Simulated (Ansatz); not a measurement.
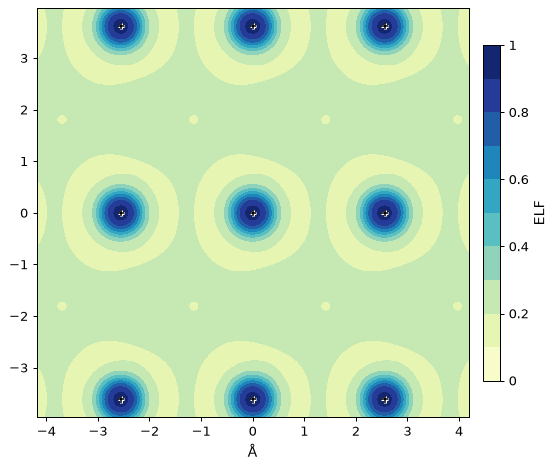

The ELF on a plane through atoms (crosses mark nuclei in the plane).

These are results of DFT PBEsol, scalar-relativistic, plane waves, PAW (Ansatz), not measurements.

Candidates:
A. Cu, a = 2.56 Å, b = 3.62 Å, c = 10.26 Å, α = 90.00°, β = 94.76°, γ = 90.00°. Space group P2₁/m; not relaxed (largest force 1.1 eV/Å); computed pressure about −5 GPa in this cell; computed without spin polarisation.
B. Al2Ni3, a = 2.87 Å, b = 2.87 Å, c = 13.93 Å, α = 90.00°, β = 90.00°, γ = 90.00°. Space group P4/mmm; a structure from a database of computed crystals, not necessarily the ambient phase; spin-polarised.

Which system is this?

Answer. Candidate A: Cu on the (001) plane of the conventional cell, which holds Cu. Cu–Cu (2.56 Å): the ELF is about 0.20 at the midpoint; no localised pair shows between them.
